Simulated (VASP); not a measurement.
Geometry relaxation, with input and output: Al2Cu (part 2 of 4)

The same run, continued: Al2Cu (I4/mcm, 6 atoms in the cell); Kohn-Sham DFT of a periodic cell, r2SCAN, VASP PAW PBE potentials, recommended, no spin polarisation (VASP 6.6.1); cutoff 600 eV, 14×14×14 k-mesh, methfessel-paxton of 0.2 eV. The structure was built on a prototype by a generator; it need not be a known phase.

Geometry of the input (Å; fractional positions):
```
-3.0335  3.0335  2.4385
3.0335  -3.0335  2.4385
3.0335  3.0335  -2.4385
Al 0.6581  0.1581  0.8162
Al 0.1581  0.3419  0.5000
Al 0.3419  0.8419  0.1838
Al 0.8419  0.6581  0.5000
Cu 0.2500  0.2500  0.0000
Cu 0.7500  0.7500  0.0000
```

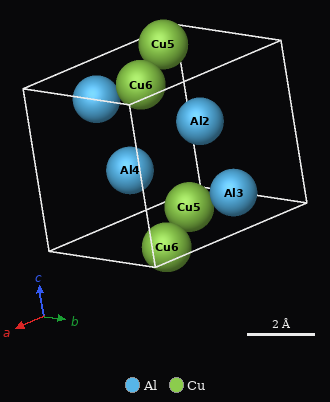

The starting structure (spheres-only view of the cell of the calculation, seen at an oblique angle; atoms are numbered from 1 in the order of the input). An atom can appear more than once, as a periodic image.

**Parts of OUTCAR, continued**
```
 Following reciprocal coordinates:
            Coordinates               Weight
  0.000000  0.000000  0.000000      1.000000
  0.071429 -0.000000  0.000000      8.000000
  0.142857  0.000000  0.000000      8.000000
  0.214286 -0.000000  0.000000      8.000000
  0.285714  0.000000  0.000000      8.000000
  0.357143 -0.000000  0.000000      8.000000
  0.428571 -0.000000  0.000000      8.000000
  0.500000 -0.000000  0.000000      4.000000
  0.071429  0.071429  0.000000      8.000000
  0.142857  0.071429 -0.000000     16.000000
  0.214286  0.071429  0.000000     16.000000
  0.285714  0.071429  0.000000     16.000000
  0.357143  0.071429  0.000000     16.000000
  0.428571  0.071429  0.000000     16.000000
  0.500000  0.071429  0.000000     16.000000
 -0.428571  0.071429 -0.000000     16.000000
 -0.357143  0.071429 -0.000000     16.000000
 -0.285714  0.071429  0.000000     16.000000
 -0.214286  0.071429 -0.000000     16.000000
 -0.142857  0.071429  0.000000     16.000000
 -0.071429  0.071429  0.000000      4.000000
  0.142857  0.142857  0.000000      8.000000
  0.214286  0.142857  0.000000     16.000000
  0.285714  0.142857  0.000000     16.000000
 [... further k-points ...]
   k-points           NKPTS =    244   k-points in BZ     NKDIM =    244   number of bands    NBANDS=     21
   number of dos      NEDOS =    301   number of ions     NIONS =      6
   total plane-waves  NPLWV =  64000
   dimension x,y,z NGX =    40 NGY =   40 NGZ =   40
   dimension x,y,z NGXF=    80 NGYF=   80 NGZF=   80
   ions per type =               4   2
   NGX,Y,Z   is equivalent  to a cutoff of  13.48, 13.48, 13.48 a.u.
   NGXF,Y,Z  is equivalent  to a cutoff of  26.95, 26.95, 26.95 a.u.
 SYSTEM =  Al2Cu
   PREC   = accura    normal or accurate (medium, high low for compatibility)
   ISTART =      0    job   : 0-new  1-cont  2-samecut
   ICHARG =      2    charge: 1-file 2-atom 10-const
   ISPIN  =      1    spin polarized calculation?
   LNONCOLLINEAR =      F non collinear calculations
   LSORBIT =      F    spin-orbit coupling
   LASPH  =      T    aspherical Exc in radial PAW
   ENCUT  =  600.0 eV  44.10 Ry    6.64 a.u.   9.86  9.86  9.86*2*pi/ulx,y,z
   NELM   =     80;   NELMIN=  2; NELMDL= -5     # of ELM steps
   EDIFF  = 0.1E-05   stopping-criterion for ELM
   LREAL  =      F    real-space projection
   EDIFFG = -.1E-01   stopping-criterion for IOM
   NSW    =     40    number of steps for IOM
   IBRION =      2    ionic relax: 0-MD 1-quasi-New 2-CG
   NFREE  =      1    steps in history (QN), initial steepest desc. (CG)
   ISIF   =      3    stress and relaxation
   ISYM   =      2    0-nonsym 1-usesym 2-fastsym
   POTIM  = 0.5000    time-step for ionic-motion
   TEBEG  =    0.0;   TEEND  =   0.0 temperature during run
   PSTRESS=    0.0 pullay stress
   NELECT =      34.0000    total number of electrons
   NUPDOWN=      -1.0000    fix difference up-down
   EMIN   =  10.00;   EMAX   =-10.00  energy-range for DOS
   EFERMI =   0.00;   METHOD = LEGACY
   ISMEAR =     1;   SIGMA  =   0.20  broadening in eV -4-tet -1-fermi 0-gaus
   EFERMI_NEDOS =   21; number of points for ismear=-14 and -15
   IALGO  =     38    algorithm
   IMIX   =      4    mixing-type and parameters
     AMIX     =   0.40;   BMIX     =  1.00
     AMIX_MAG =   1.60;   BMIX_MAG =  1.00
  volume/ion in A,a.u.               =      14.96       100.95
  Fermi-wavevector in a.u.,A,eV,Ry     =   1.184525  2.238428 19.090326  1.403099
  Thomas-Fermi vector in A             =   2.320737
   LORBIT       =      0    0 simple, 1 ext, 2 COOP (PROOUT), +10 PAW based schemes
   METAGGA = R2SCAN    functional components
   LHFCALC =     F    Hartree Fock is set to
   AEXX    =    0.0000 exact exchange contribution
   IVDW    =     0    specifies the selected vdW correction
   LEPSILON=     F    determine dielectric tensor
   LRPA    =     F    only Hartree local field effects (RPA)
 conjugate gradient relaxation of ions
 non-spin polarized calculation
 Methfessel and Paxton  Order N= 1 SIGMA  =   0.20
  energy-cutoff  :      600.00
  volume of cell :       89.76
 maximum number of plane-waves:      3024
   NGX = 19   NGY = 19   NGZ = 19

--------------------------------------- Ionic step        1  -------------------------------------------

 number of electron      33.9999978 magnetization

 Free energy of the ion-electron system (eV)
  ---------------------------------------------------
  ext. energy  EPLUGINS =         0.00000000
  ---------------------------------------------------
  free energy    TOTEN  =       -49.49310687 eV

  energy without entropy =      -49.49259102  energy(sigma->0) =      -49.49293492

------------------------ aborting loop because EDIFF is reached ----------------------------------------

  FORCE on cell =-STRESS in cart. coord.  units (eV):
  Direction    XX          YY          ZZ          XY          YZ          ZX
  --------------------------------------------------------------------------------------
  -------------------------------------------------------------------------------------
  Total       -2.1756951     -2.1756951     -2.5318556      0.0000000      0.0000000      0.0000000
  in kB      -38.8363022    -38.8363022    -45.1937897      0.0000000      0.0000000      0.0000000
  external PRESSURE =     -40.9554647 kB  Pullay stress =       0.0000000 kB

 VOLUME and BASIS-vectors are now :
 -----------------------------------------------------------------------------
  energy-cutoff  :      600.00
  volume of cell :       89.76
      direct lattice vectors                 reciprocal lattice vectors
    -3.033500000  3.033500000  2.438500000     0.000000000  0.164826108  0.205044084
     3.033500000 -3.033500000  2.438500000     0.164826108  0.000000000  0.205044084
     3.033500000  3.033500000 -2.438500000     0.164826108  0.164826108  0.000000000

 POSITION                                       TOTAL-FORCE (eV/Angst)
 -----------------------------------------------------------------------------------
      0.95919      3.99269     -0.00000         0.076431      0.076431      0.000000
      2.07431      0.95919      0.00000        -0.076431      0.076431     -0.000000
      2.07431     -0.95919      2.43850        -0.076431     -0.076431     -0.000000
      0.95919      2.07431      2.43850         0.076431     -0.076431     -0.000000
      0.00000      0.00000      1.21925        -0.000000      0.000000      0.000000
      0.00000      0.00000      3.65775        -0.000000      0.000000      0.000000
 -----------------------------------------------------------------------------------
    total drift:                               -0.000000     -0.000000      0.000000

  FREE ENERGIE OF THE ION-ELECTRON SYSTEM (eV)
  ---------------------------------------------------
  free  energy   TOTEN  =       -49.4931068745 eV

  energy  without entropy=      -49.4925910191  energy(sigma->0) =      -49.49293492

--------------------------------------- Ionic step        2  -------------------------------------------

 number of electron      34.0000011 magnetization

------------------------ aborting loop because EDIFF is reached ----------------------------------------

  FORCE on cell =-STRESS in cart. coord.  units (eV):
  Direction    XX          YY          ZZ          XY          YZ          ZX
  --------------------------------------------------------------------------------------
  -------------------------------------------------------------------------------------
  Total        1.0624533      1.0624533      1.0327953      0.0000000      0.0000000      0.0000000
  in kB       20.0544674     20.0544674     19.4946532      0.0000000      0.0000000      0.0000000
  external PRESSURE =      19.8678626 kB  Pullay stress =       0.0000000 kB

 VOLUME and BASIS-vectors are now :
 -----------------------------------------------------------------------------
  energy-cutoff  :      600.00
  volume of cell :       84.88
      direct lattice vectors                 reciprocal lattice vectors
    -2.980433312  2.980433312  2.388858873     0.000000000  0.167760841  0.209304955
     2.980433312 -2.980433312  2.388858873     0.167760841  0.000000000  0.209304955
     2.980433312  2.980433312 -2.388858873     0.167760841  0.167760841  0.000000000

 POSITION                                       TOTAL-FORCE (eV/Angst)
 -----------------------------------------------------------------------------------
      0.94604      3.92647     -0.00000         0.024247      0.024247      0.000000
      2.03440      0.94604      0.00000        -0.024247      0.024247     -0.000000
      2.03440     -0.94604      2.38886        -0.024247     -0.024247     -0.000000
      0.94604      2.03440      2.38886         0.024247     -0.024247     -0.000000
      0.00000      0.00000      1.19443         0.000000     -0.000000     -0.000000
      0.00000      0.00000      3.58329         0.000000     -0.000000     -0.000000
 -----------------------------------------------------------------------------------
    total drift:                               -0.000000     -0.000000      0.000000

  FREE ENERGIE OF THE ION-ELECTRON SYSTEM (eV)
  ---------------------------------------------------
  free  energy   TOTEN  =       -49.5335666047 eV

  energy  without entropy=      -49.5335165288  energy(sigma->0) =      -49.53354991

--------------------------------------- Ionic step        3  -------------------------------------------

 number of electron      34.0000004 magnetization

------------------------ aborting loop because EDIFF is reached ----------------------------------------

  FORCE on cell =-STRESS in cart. coord.  units (eV):
  Direction    XX          YY          ZZ          XY          YZ          ZX
  --------------------------------------------------------------------------------------
  -------------------------------------------------------------------------------------
  Total        0.0761517      0.0761517     -0.0540353      0.0000000      0.0000000      0.0000000
  in kB        1.4149998      1.4149998     -1.0040485      0.0000000      0.0000000      0.0000000
  external PRESSURE =       0.6086503 kB  Pullay stress =       0.0000000 kB

 VOLUME and BASIS-vectors are now :
 -----------------------------------------------------------------------------
  energy-cutoff  :      600.00
  volume of cell :       86.23
      direct lattice vectors                 reciprocal lattice vectors
    -2.995259651  2.995259651  2.402728142     0.000000000  0.166930436  0.208096784
     2.995259651 -2.995259651  2.402728142     0.166930436  0.000000000  0.208096784
     2.995259651  2.995259651 -2.402728142     0.166930436  0.166930436  0.000000000

 POSITION                                       TOTAL-FORCE (eV/Angst)
 -----------------------------------------------------------------------------------
      0.94971      3.94497     -0.00000         0.041175      0.041175      0.000000
      2.04555      0.94971      0.00000        -0.041175      0.041175     -0.000000
      2.04555     -0.94971      2.40273        -0.041175     -0.041175      0.000000
      0.94971      2.04555      2.40273         0.041175     -0.041175     -0.000000
      0.00000      0.00000      1.20136        -0.000000      0.000000     -0.000000
      0.00000      0.00000      3.60409        -0.000000      0.000000     -0.000000
 -----------------------------------------------------------------------------------
    total drift:                               -0.000000     -0.000000      0.000000

  FREE ENERGIE OF THE ION-ELECTRON SYSTEM (eV)
  ---------------------------------------------------
  free  energy   TOTEN  =       -49.5413718530 eV

  energy  without entropy=      -49.5411027346  energy(sigma->0) =      -49.54128215

--------------------------------------- Ionic step        4  -------------------------------------------

 number of electron      34.0000003 magnetization

------------------------ aborting loop because EDIFF is reached ----------------------------------------

  FORCE on cell =-STRESS in cart. coord.  units (eV):
  Direction    XX          YY          ZZ          XY          YZ          ZX
  --------------------------------------------------------------------------------------
  -------------------------------------------------------------------------------------
  Total        0.0382639      0.0382639     -0.0972230      0.0000000     -0.0000000      0.0000000
  in kB        0.7104207      0.7104207     -1.8050737      0.0000000     -0.0000000      0.0000000
  external PRESSURE =      -0.1280774 kB  Pullay stress =       0.0000000 kB

 VOLUME and BASIS-vectors are now :
 -----------------------------------------------------------------------------
  energy-cutoff  :      600.00
  volume of cell :       86.29
      direct lattice vectors                 reciprocal lattice vectors
    -2.996024458  2.996024458  2.403443580     0.000000000  0.166887823  0.208034840
     2.996024458 -2.996024458  2.403443580     0.166887823  0.000000000  0.208034840
     2.996024458  2.996024458 -2.403443580     0.166887823  0.166887823  0.000000000

 POSITION                                       TOTAL-FORCE (eV/Angst)
 -----------------------------------------------------------------------------------
      0.94990      3.94592     -0.00000         0.042008      0.042008     -0.000000
      2.04613      0.94990      0.00000        -0.042008      0.042008     -0.000000
      2.04613     -0.94990      2.40344        -0.042008     -0.042008      0.000000
      0.94990      2.04613      2.40344         0.042008     -0.042008      0.000000
      0.00000      0.00000      1.20172         0.000000      0.000000      0.000000
      0.00000      0.00000      3.60517         0.000000     -0.000000      0.000000
 -----------------------------------------------------------------------------------
    total drift:                               -0.000000     -0.000000      0.000000

  FREE ENERGIE OF THE ION-ELECTRON SYSTEM (eV)
  ---------------------------------------------------
  free  energy   TOTEN  =       -49.5413518752 eV

  energy  without entropy=      -49.5410725305  energy(sigma->0) =      -49.54125876

--------------------------------------- Ionic step        5  -------------------------------------------

 number of electron      34.0000003 magnetization

------------------------ aborting loop because EDIFF is reached ----------------------------------------

  FORCE on cell =-STRESS in cart. coord.  units (eV):
  Direction    XX          YY          ZZ          XY          YZ          ZX
  --------------------------------------------------------------------------------------
  -------------------------------------------------------------------------------------
  Total       -0.0444989     -0.0444989     -0.0560279      0.0000000      0.0000000      0.0000000
  in kB       -0.8259460     -0.8259460     -1.0399368      0.0000000      0.0000000      0.0000000
  external PRESSURE =      -0.8972763 kB  Pullay stress =       0.0000000 kB

 VOLUME and BASIS-vectors are now :
 -----------------------------------------------------------------------------
  energy-cutoff  :      600.00
  volume of cell :       86.32
      direct lattice vectors                 reciprocal lattice vectors
    -2.997309350  2.997309350  2.402064733     0.000000000  0.166816281  0.208154257
     2.997309350 -2.997309350  2.402064733     0.166816281  0.000000000  0.208154257
     2.997309350  2.997309350 -2.402064733     0.166816281  0.166816281  0.000000000

 POSITION                                       TOTAL-FORCE (eV/Angst)
 -----------------------------------------------------------------------------------
      0.95218      3.94949     -0.00000         0.023696      0.023696      0.000000
      2.04513      0.95218      0.00000        -0.023696      0.023696      0.000000
      2.04513     -0.95218      2.40206        -0.023696     -0.023696     -0.000000
      0.95218      2.04513      2.40206         0.023696     -0.023696      0.000000
      0.00000      0.00000      1.20103        -0.000000      0.000000      0.000000
      0.00000      0.00000      3.60310        -0.000000      0.000000      0.000000
 -----------------------------------------------------------------------------------
    total drift:                               -0.000000     -0.000000      0.000000
```
